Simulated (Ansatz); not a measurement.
**Geometry relaxation of AlNi2 (part 2 of 2)**

AlNi2 (6 atoms in the cell); DFT PBEsol, scalar-relativistic, plane waves, PAW, no spin polarisation (Ansatz 0.2.0); cutoff 420 eV, 12×12×8 k-mesh, Gaussian smearing of 0.1 eV. The structure derives from a Materials Project entry.

Geometry of the input (Å; fractional positions):
```
3.9740  0.0000  0.0000
-1.9870  3.4416  0.0000
0.0000  0.0000  4.9043
Al 0.3333  0.6667  0.1899
Al 0.6667  0.3333  0.8101
Ni 0.3333  0.6667  0.6851
Ni 0.6667  0.3333  0.3149
Ni 0.0000  0.0000  0.5000
Ni 0.0000  0.0000  0.0000
```

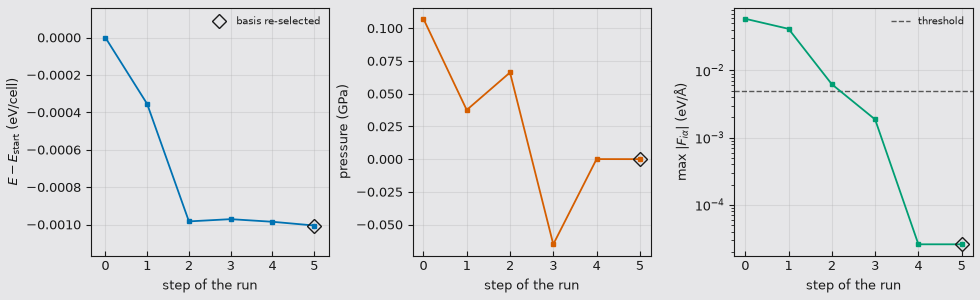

Fig. 1: Progress of the relaxation, step by step (the first geometry is step 0 here and step 1 in the log). The largest moves relative to the cell, 0.013 Å, are those of Al1 and Al2. By element the largest moves are Al 0.013 Å, Ni 0.012 Å. The volume changes by +0.1 %, with a = b 3.974 → 3.975 Å (0.0 %), c 4.904 → 4.906 Å (0.0 %). Distances before and after: Al1–Ni4 2.375 → 2.369 Å, Ni3–Ni5 2.467 → 2.472 Å. The space group stays P-3m1 (No. 164). The energy falls by 1.0 meV per cell of the calculation in 4 geometry steps. The largest force component goes from 0.059 to under 0.0001 eV/Å. The pressure goes from 0.11 to 0.00 GPa. A last SCF at the same geometry on a re-selected plane-wave basis shifts the energy by next to nothing (0.0 meV per cell of the calculation). (Atoms are counted from 1 in the order of the input.)

```
basis re-selected at this cell: Δ(F+E_penalty+E_count) = -2.008e-5 eV, ΔP = -0.000 GPa vs the last step (what re-selecting the basis moved, of the pressure what is left beyond the Pulay correction that the steps carried, after the strain that the cell walked since its last selection, with what the two solves' SCF thresholds leave and, on support functions, any second-order correction that the steps lacked; it is no measure of the basis error at this ecutwfc). This SCF's stress stands 6.51e-4 GPa from its target on what of the cell is left free (relax.cell.stress_tol is 5.00e-2 GPa) and its largest allowed force component is 2.65e-5 eV/Å (relax.f_tol is 5.00e-3 eV/Å): within both
SCF converged after 8 iterations
Free energy (F): -24272.037605 eV
Harris-Foulkes:  -24272.037605 eV  (|F-HF|=1.09e-11)
Internal energy: -24272.023846 eV  (E = F + TS)
E sigma→0 (E₀):  -24272.030725 eV
Entropy (-TS):   -0.013759 eV (-2.293 meV/atom)
Fermi energy:    15.606066 eV
--- Per-component energies (eV) ---
  E_band       = -1247.738625
  E_kinetic    = 1193.766918
  E_local      = -16567.098270  (includes V_loc(G=0)·N_el)
  E_nonlocal   = 2573.753584
  E_hartree    = 7086.076413
  E_xc         = -421.722960
  E_vxc        = -502.151530  (∫ρ·V_xc dr)
  E_paw        = -7298.467285  (= ΣΔE_a)
  E_vpaw       = -2118.164233  (= ΣTr[D̂ρ^β])
  E_aug_tail   = 0.002061  (compensation charges beyond the density's cutoff)
  E_ewald      = -10839.161741
  E_core_change = 0.827433  (= ΣΔE_core)
  E_smearing   = -0.013759  (= −TS)
  E_closure    = -0.000000  (closes the sum)
  Σ components = -24272.037605   (vs F -24272.037605, Δ=0.00e0)
--- Forces (eV/Å), atoms counted from 1 ---
  atom   1  Al     0.00000000     0.00000000    -0.00000839
  atom   2  Al    -0.00000000     0.00000000     0.00000839
  atom   3  Ni     0.00000000     0.00000000    -0.00002646
  atom   4  Ni     0.00000000     0.00000000     0.00002646
  atom   5  Ni     0.00000000     0.00000000     0.00000000
  atom   6  Ni     0.00000000     0.00000000     0.00000000
  max |Σ_I F_I| component: 1.62e-17 eV/Å
--- Stress (GPa, compression-positive) ---
        0.000359       0.000000      -0.000000
        0.000000       0.000359      -0.000000
       -0.000000      -0.000000      -0.000651
  P = ⅓ Tr σ = 0.0000 GPa (0.000 kbar)
--- Band table (eV; the first three rows and the last of 131) ---
  k-point 0: bands = ["-87.2714", "-87.1962", "-87.1941", "-86.9394", "-47.8412", "-47.8412", "-47.8155", "-47.7914", "-47.7803", "-47.7451", "-47.7451", "-47.7439", "-47.7439", "-47.4915", "-47.4731", "-47.4731", "4.9587", "10.2794", "10.4575", "11.7592", "11.7592", "12.2553", "12.2553", "12.4281", "12.6887", "12.6887", "12.8738", "12.8738", "13.9872", "13.9872", "14.1800", "14.2760", "14.2760", "14.2991", "14.9565", "14.9565", "15.0863", "15.0863", "16.3153", "18.7443", "18.7443", "19.4673", "19.4673", "20.4694", "22.2609", "22.3682", "22.3682"]
  k-point 1: bands = ["-87.2714", "-87.1962", "-87.1941", "-86.9394", "-47.8412", "-47.8412", "-47.8138", "-47.7909", "-47.7804", "-47.7456", "-47.7456", "-47.7435", "-47.7435", "-47.4937", "-47.4731", "-47.4731", "5.0574", "9.3983", "11.1270", "11.7682", "11.7682", "12.1981", "12.1981", "12.5095", "12.7333", "12.7333", "12.8790", "12.8790", "13.9807", "13.9807", "14.1164", "14.3127", "14.3127", "14.4120", "14.9502", "14.9502", "15.0646", "15.0646", "16.5470", "18.8313", "18.8313", "19.5048", "19.5048", "20.4682", "21.9934", "22.0883", "22.0883"]
  k-point 2: bands = ["-87.2714", "-87.1963", "-87.1941", "-86.9395", "-47.8411", "-47.8411", "-47.8098", "-47.7892", "-47.7808", "-47.7462", "-47.7462", "-47.7430", "-47.7430", "-47.4992", "-47.4731", "-47.4731", "5.3490", "8.3875", "11.5835", "11.7878", "11.7878", "12.1020", "12.1020", "12.7340", "12.7631", "12.7631", "12.9228", "12.9228", "13.9910", "13.9910", "14.0610", "14.3886", "14.3886", "14.4287", "14.9346", "14.9346", "15.0063", "15.0063", "17.3549", "19.0752", "19.0752", "19.6135", "19.6135", "20.4710", "21.5242", "21.5242", "21.6495"]
  k-point 130: bands = ["-87.2712", "-87.1949", "-87.1949", "-86.9402", "-47.8432", "-47.8432", "-47.8018", "-47.7879", "-47.7879", "-47.7456", "-47.7456", "-47.7419", "-47.7415", "-47.5019", "-47.4735", "-47.4735", "9.4706", "9.4706", "10.2641", "10.2641", "10.4092", "11.0977", "12.7714", "12.7714", "12.8520", "13.0832", "13.0832", "13.2108", "13.3888", "13.3888", "13.8363", "14.0186", "14.0757", "14.0757", "14.7699", "14.7699", "14.8856", "15.0934", "15.0934", "15.3091", "15.6900", "15.6900", "23.7171", "23.8237", "23.8237", "23.9702", "23.9702"]
--- Relaxed structure (5 steps of the walk, 5 accepted, 1 SCFs on fresh bases) ---
  F+E_penalty+E_count = -24272.03760469 eV   max|allowed force component| = 2.646e-5 eV/Å   (the final SCF, on the basis selected at the relaxed cell)
  cell:  # Å, volume = 67.1296 Å³
    - [3.9748989530395367, 3.516268130762294e-33, 1.7340476394239333e-19]
    - [-1.9874494765197683, 3.4423634708084068, -8.670238197119623e-20]
    - [2.1399627474173943e-19, -1.85973210193813e-33, 4.906044428013981]
  atoms:
    - { symbol: Al, position: [0.33333333333333326, 0.6666666666666665, 0.19257886341723157] }
    - { symbol: Al, position: [0.6666666666666666, 0.33333333333333326, 0.8074211365827685] }
    - { symbol: Ni, position: [0.33333333333333326, 0.6666666666666665, 0.6875372672788644] }
    - { symbol: Ni, position: [0.6666666666666666, 0.33333333333333326, 0.31246273272113545] }
    - { symbol: Ni, position: [4.2129717533470784e-35, -1.0249711392802157e-35, 0.49999999999999994] }
    - { symbol: Ni, position: [8.416670475502872e-35, -3.269220742822658e-35, -5.895296107750444e-20] }
```

Trajectory as extended XYZ (Å, eV, eV/Å), 6 frames, from step=1 to step=6
```
6
Lattice="3.9740 0.0000 0.0000 -1.9870 3.4416 0.0000 0.0000 0.0000 4.9043" Properties=species:S:1:pos:R:3:forces:R:3 step=1 energy=-24272.03660 pressure_GPa=0.11
Al    0.0000    2.2944    0.9312    0.0000   0.0000   0.0588
Al    1.9870    1.1472    3.9731    0.0000   0.0000  -0.0588
Ni    0.0000    2.2944    3.3600    0.0000   0.0000   0.0186
Ni    1.9870    1.1472    1.5443    0.0000   0.0000  -0.0186
Ni    0.0000    0.0000    2.4521    0.0000   0.0000   0.0000
Ni    0.0000    0.0000    0.0000    0.0000   0.0000   0.0000
6
Lattice="3.9746 0.0000 0.0000 -1.9873 3.4421 0.0000 0.0000 0.0000 4.9048" Properties=species:S:1:pos:R:3:forces:R:3 step=2 energy=-24272.03695 pressure_GPa=0.04
Al    0.0000    2.2947    0.9341    0.0000   0.0000   0.0416
Al    1.9873    1.1474    3.9707    0.0000   0.0000  -0.0416
Ni    0.0000    2.2947    3.3621    0.0000   0.0000   0.0206
Ni    1.9873    1.1474    1.5428    0.0000   0.0000  -0.0206
Ni    0.0000    0.0000    2.4524    0.0000   0.0000   0.0000
Ni    0.0000    0.0000    0.0000    0.0000   0.0000   0.0000
6
Lattice="3.9745 0.0000 0.0000 -1.9873 3.4420 0.0000 0.0000 0.0000 4.9053" Properties=species:S:1:pos:R:3:forces:R:3 step=3 energy=-24272.03758 pressure_GPa=0.07
Al    0.0000    2.2947    0.9444    0.0000   0.0000  -0.0037
Al    1.9873    1.1473    3.9608    0.0000   0.0000   0.0037
Ni    0.0000    2.2947    3.3716    0.0000   0.0000   0.0062
Ni    1.9873    1.1473    1.5337    0.0000   0.0000  -0.0062
Ni    0.0000    0.0000    2.4526    0.0000   0.0000   0.0000
Ni    0.0000    0.0000    0.0000    0.0000   0.0000   0.0000
6
Lattice="3.9753 0.0000 0.0000 -1.9877 3.4427 0.0000 0.0000 0.0000 4.9067" Properties=species:S:1:pos:R:3:forces:R:3 step=4 energy=-24272.03757 pressure_GPa=-0.07
Al    0.0000    2.2952    0.9449    0.0000   0.0000   0.0019
Al    1.9877    1.1476    3.9618    0.0000   0.0000  -0.0019
Ni    0.0000    2.2952    3.3737    0.0000   0.0000  -0.0018
Ni    1.9877    1.1476    1.5329    0.0000   0.0000   0.0018
Ni    0.0000    0.0000    2.4533    0.0000   0.0000   0.0000
Ni    0.0000    0.0000    0.0000    0.0000   0.0000   0.0000
6
Lattice="3.9749 0.0000 0.0000 -1.9874 3.4424 0.0000 0.0000 0.0000 4.9060" Properties=species:S:1:pos:R:3:forces:R:3 step=5 energy=-24272.03758 pressure_GPa=0.00
Al    0.0000    2.2949    0.9448    0.0000   0.0000   0.0000
Al    1.9874    1.1475    3.9612    0.0000   0.0000   0.0000
Ni    0.0000    2.2949    3.3731    0.0000   0.0000   0.0000
Ni    1.9874    1.1475    1.5330    0.0000   0.0000   0.0000
Ni    0.0000    0.0000    2.4530    0.0000   0.0000   0.0000
Ni    0.0000    0.0000    0.0000    0.0000   0.0000   0.0000
6
Lattice="3.9749 0.0000 0.0000 -1.9874 3.4424 0.0000 0.0000 0.0000 4.9060" Properties=species:S:1:pos:R:3:forces:R:3 step=6 energy=-24272.03761 pressure_GPa=0.00
Al    0.0000    2.2949    0.9448    0.0000   0.0000   0.0000
Al    1.9874    1.1475    3.9612    0.0000   0.0000   0.0000
Ni    0.0000    2.2949    3.3731    0.0000   0.0000   0.0000
Ni    1.9874    1.1475    1.5330    0.0000   0.0000   0.0000
Ni    0.0000    0.0000    2.4530    0.0000   0.0000   0.0000
Ni    0.0000    0.0000    0.0000    0.0000   0.0000   0.0000
```

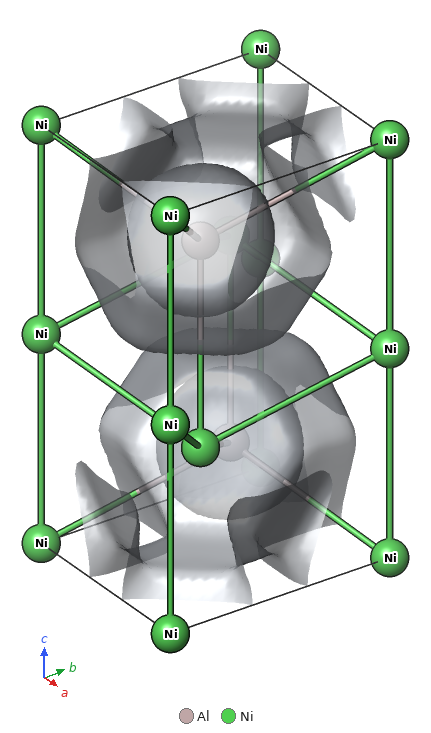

Fig. 2: Isosurface of the ELF at 0.4 (grey), seen slightly off an axis. Core shells and regions of very low density are left out. Sticks mark near contacts. The outline is the cell set on symmetry axes. Ni–Ni (2.45 Å): the ELF is about 0.25 at the midpoint; no shared electron pair. The fields are those of the smooth PAW valence density.

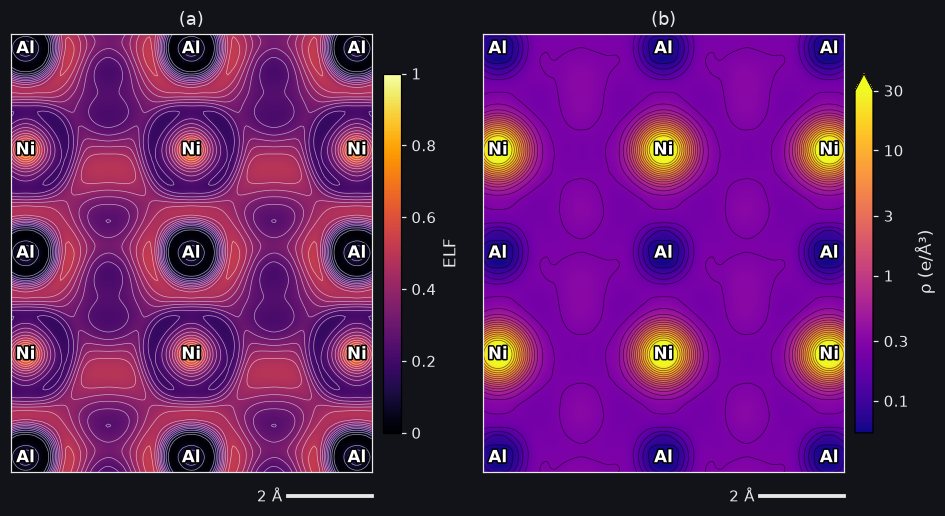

Fig. 3: (a) ELF; (b) valence charge density (pseudo) on the (100) plane of the conventional cell. Atoms in the plane: Al and Ni. Al–Ni (2.43 Å): ρ is about 0.32 e/Å³ halfway; the ELF is about 0.35 at the midpoint, which marks nearly free electrons, as in a simple metal. Away from the nuclei the density in this plane falls to 0.22 e/Å³ at its lowest. The strong features right at Ni lie inside the PAW spheres (semicore, d or f shells) and say nothing about bonding.

Summary

| quantity | value |
| --- | --- |
| outcome | converged |
| space group (tolerance 0.01 Å) | P-3m1 (164) |
| electrons treated | 78 |
| free energy | −24272.0376 eV |
| Fermi energy | 15.606 eV |
| gap on the k-point mesh | none (metallic) |
| pressure | 0.00 GPa |
| final volume | 67.13 Å³ |
| largest force (length of the vector) at the end | under 0.001 eV/Å |
| final cell | a = 3.975 Å, b = 3.975 Å, c = 4.906 Å, α = 90.00°, β = 90.00°, γ = 120.00° |
| hardware | 1 thread of Intel Xeon @ 2.50GHz (Skylake/Cascade Lake), 189 GiB of memory available, shared host |
| wall time | 4.9 min |
| peak memory | 0.6 GiB |

Notes

The run has no spin polarisation, so a magnetic state may lie lower.
